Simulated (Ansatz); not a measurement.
## Single-point calculation, with input and output: Mg$_{2}$Sn

- system: Mg$_{2}$Sn (Fm-3m, 3 atoms in the cell)
- method: DFT, PBEsol, plane waves, PAW, no spin polarisation (Ansatz 0.2.0)

The structure derives from an entry of the Crystallography Open Database. Some settings of this run were made unusual or wrong on purpose. Figures and captions count atoms from 1; the log counts them from 0 in places.

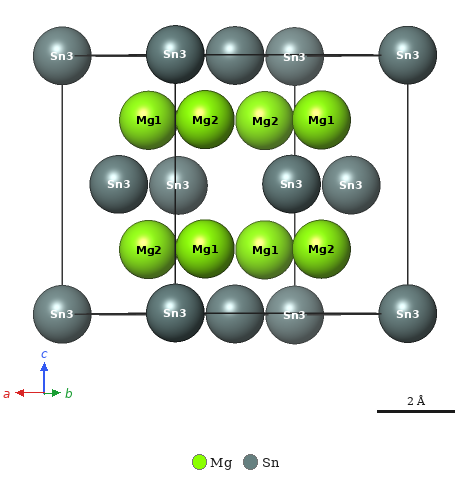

**Figure 1.** The structure (spheres-only view of the cell 4 times as large as that of the calculation, set on its symmetry axes, seen at an oblique angle; atoms are numbered from 1 in the order of the input). An atom can appear more than once, as a periodic image.

### Outcome

| quantity | value |
| --- | --- |
| outcome | converged |
| space group (tolerance 0.01 Å) | Fm-3m (225) |
| electrons treated | 34 |
| free energy | −9774.5023 eV |
| Fermi energy | 6.907 eV |
| pressure | −0.26 GPa |
| largest force (length of the vector) | under 0.001 eV/Å |
| hardware | 4 threads of Arm Neoverse V2, 24 GiB of memory available, shared host |
| wall time | 1.8 s (CPU time 6.4 s) |
| peak memory | 0.4 GiB |

### Remarks

The input was spoiled on purpose: a density cutoff under the waves' (`basis.ecutrho_ratio`). It did no harm here: the run converged to the energy of the sound run within 1 meV per atom. Warnings of the run: the cutoff is below the recommended one.

### The input
```yaml
crystal:
  lattice:
    - [0.0, 3.3795003521, 3.3795003521]
    - [3.3795003521, 0.0, 3.3795003521]
    - [3.3795003521, 3.3795003521, 0.0]
  atoms:
    - { symbol: Mg, position: [0.25, 0.25, 0.25] }
    - { symbol: Mg, position: [0.75, 0.75, 0.75] }
    - { symbol: Sn, position: [0.0, 0.0, 0.0] }
basis:
  ecutwfc: 420
  ecutrho_ratio: 2
kpoints:
  mp_grid: { grid: [10, 10, 10] }
hamiltonian:
  xc: pbesol
scf:
  occupations: { method: gaussian, width: 0.05 }
  max_iter: 50
output:
  forces: true
  stress: true
```

Run as:
```bash
ansatz run input.yaml --threads 4 --pin off --max-ram 9216MiB --backend cpu --events-out ev --progress --plain --runs-dir out
```

### Log
```
Warning: basis.ecutrho_ratio = 2 (ecutrho = 840 eV) is below the records' recommended 1680 eV
settings of this run that can trade accuracy for cost: basis.ecutrho_ratio < 4. Do not mix this run's numbers with those of runs without the same settings; the input reference describes each key
Engine: ansatz 0.2.0, aarch64-unknown-linux-gnu
Pseudopotentials: kind: paw
Pseudopotential: Mg, paw, valence charge 10, recommended cutoff 420 eV (normal), Mg.paw.azcp
Pseudopotential: Sn, paw, valence charge 14, recommended cutoff 420 eV (normal), Sn.paw.azcp
Functional definition: PBEsol
  exchange = pbesol_x
  correlation = pbesol_c
Crystal: 3 atoms, lattice volume = 77.195 Å³
Basis set: ecut = 420 eV, 1459 PW (Γ), exchange–correlation on 60×60×60 points (8 copies of the dense FFT grid, shifted against one another)
Bands: 21, of which v1, the nominal top of the filled ones, is band 17 counted from 1 (16 counted from 0)
Symmetry: 48 space group operations
Space group: Fm-3m (ITA 225), of the structure as read, at distance tolerance 4.3e-5 Å
k-points: 47 of 1000
Non-local potential: Mg, projectors of the file, l = 0: 3, l = 1: 2, l = 2: 1
Non-local potential: Sn, projectors of the file, l = 0: 2, l = 1: 2, l = 2: 2, l = 3: 2
PAW form: soft (Blöchl's): semilocal exchange-correlation on the pseudo side does not see the compensation charge
PAW frozen core: Mg, regenerated for the run's functional, and the local potential with it (the file was generated under x = pbe(κ = 0.804, μ = 0.2195149727645171), c = pbe(β = 0.06672455060314922))
PAW frozen core: Sn, regenerated for the run's functional, and the local potential with it (the file was generated under x = pbe(κ = 0.804, μ = 0.2195149727645171), c = pbe(β = 0.06672455060314922))
PAW one-centre angular grid: Mg, 110 points (default); XC on 64 Gauss nodes
PAW one-centre angular grid: Sn, 590 points (default); XC on 64 Gauss nodes
Initial density: superposition of atomic densities (neutral atoms: chi_scale 0, normalization atom), corrected by the library's trained network
Initial wavefunctions: pseudopotential atomic-orbital guess
Functional: x = pbesol(κ = 0.804, μ = 0.12345679012345678), c = pbesol(β = 0.046)
SCF iter   1: F=—  HF=-9774.508138 eV  |F-HF|=—  |Δ(HF+E_count)|=         —  Δρ=4.34e-3  dr2=2.21e-2  ethr=1.77e-3  ⟨swp⟩=6.1  Hψ=4928  notcnv=0
preconditioner: auto → Kerker (q_TF=auto, 2.380 Å⁻¹)  [metal: Δε(μ)=0.028 eV  Ē_g=6.727 eV  σ=0.050 eV  W_gap=0.30  n_scr=14 (ndim 8)  ℏωp=12.0 eV  f_vac=0.042  D(μ)=0.42/eV (n_scr^D=0)]
SCF iter   2: F=—  HF=-9774.504508 eV  |F-HF|=—  |Δ(HF+E_count)|=   3.63e-3  Δρ=2.70e-3  dr2=1.13e-2  ethr=6.50e-5  ⟨swp⟩=1.3  Hψ=1382  notcnv=0
SCF iter   3: F=—  HF=-9774.502095 eV  |F-HF|=—  |Δ(HF+E_count)|=   2.41e-3  Δρ=6.58e-4  dr2=9.13e-4  ethr=3.32e-5  ⟨swp⟩=2.0  Hψ=1173  notcnv=0
SCF iter   4: F=—  HF=-9774.502186 eV  |F-HF|=—  |Δ(HF+E_count)|=   9.11e-5  Δρ=2.95e-4  dr2=1.71e-4  ethr=2.69e-6  ⟨swp⟩=2.1  Hψ=1217  notcnv=0
SCF iter   5: F=—  HF=-9774.502263 eV  |F-HF|=—  |Δ(HF+E_count)|=   7.67e-5  Δρ=1.62e-4  dr2=3.67e-5  ethr=5.04e-7  ⟨swp⟩=2.1  Hψ=1388  notcnv=0
SCF iter   6: F=—  HF=-9774.502280 eV  |F-HF|=—  |Δ(HF+E_count)|=   1.72e-5  Δρ=4.19e-5  dr2=2.14e-6  ethr=1.08e-7  ⟨swp⟩=2.0  Hψ=1403  notcnv=0
SCF iter   7: F=-9774.502281 eV  HF=-9774.502281 eV  |F-HF|=4.76e-9  |Δ(HF+E_count)|=   8.55e-7  Δρ=7.21e-6  dr2=3.58e-8  ethr=2.94e-10  ⟨swp⟩=3.9  Hψ=3975  notcnv=0
SCF 1 converged in 7 iterations: F = -9774.502281 eV  dr2 = 3.58e-8
  greatest PAW one-centre occupation: 1.000 electrons in one spin orbital (limit 2), on the Mg atom at site 1 (counted from 0), in its partial waves of l = 0
```

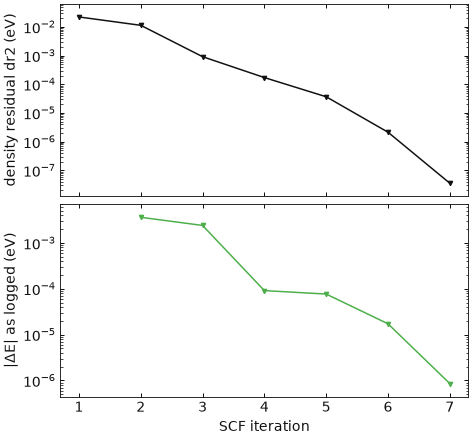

**Figure 2.** Convergence of the self-consistent field: density residual dr2 and size of the energy change against the SCF iteration. The residual falls at every step.

```
SCF converged after 7 iterations
Free energy (F): -9774.502281 eV
Harris-Foulkes:  -9774.502281 eV  (|F-HF|=4.76e-9)
Internal energy: -9774.501944 eV  (E = F + TS)
E sigma→0 (E₀):  -9774.502113 eV
Entropy (-TS):   -0.000336 eV (-0.112 meV/atom)
Fermi energy:    6.907204 eV
--- Per-component energies (eV) ---
  E_band       = -825.525853
  E_kinetic    = 339.589899
  E_local      = -4388.527654  (includes V_loc(G=0)·N_el)
  E_nonlocal   = 162.166398
  E_hartree    = 1822.231487
  E_xc         = -435.982016
  E_vxc        = -170.774590  (∫ρ·V_xc dr)
  E_paw        = -4629.830518  (= ΣΔE_a)
  E_vpaw       = -412.452468  (= ΣTr[D̂ρ^β])
  E_aug_tail   = 0.001528  (compensation charges beyond the density's cutoff)
  E_ewald      = -2644.553631
  E_core_change = 0.402564  (= ΣΔE_core)
  E_smearing   = -0.000336  (= −TS)
  E_closure    = -0.000000  (closes the sum)
  Σ components = -9774.502281   (vs F -9774.502281, Δ=0.00e0)
--- Forces (eV/Å), atoms counted from 1 ---
  atom   1  Mg     0.00000000     0.00000000    -0.00000000
  atom   2  Mg     0.00000000     0.00000000    -0.00000000
  atom   3  Sn     0.00000000     0.00000000     0.00000000
  max |Σ_I F_I| component: 1.30e-16 eV/Å
--- Stress (GPa, compression-positive) ---
       -0.256127      -0.000000       0.000000
       -0.000000      -0.256127       0.000000
       -0.000000      -0.000000      -0.256127
  P = ⅓ Tr σ = -0.2561 GPa (-2.561 kbar)
settings of this run that can trade accuracy for cost: basis.ecutrho_ratio < 4. Do not mix this run's numbers with those of runs without the same settings; the input reference describes each key
```
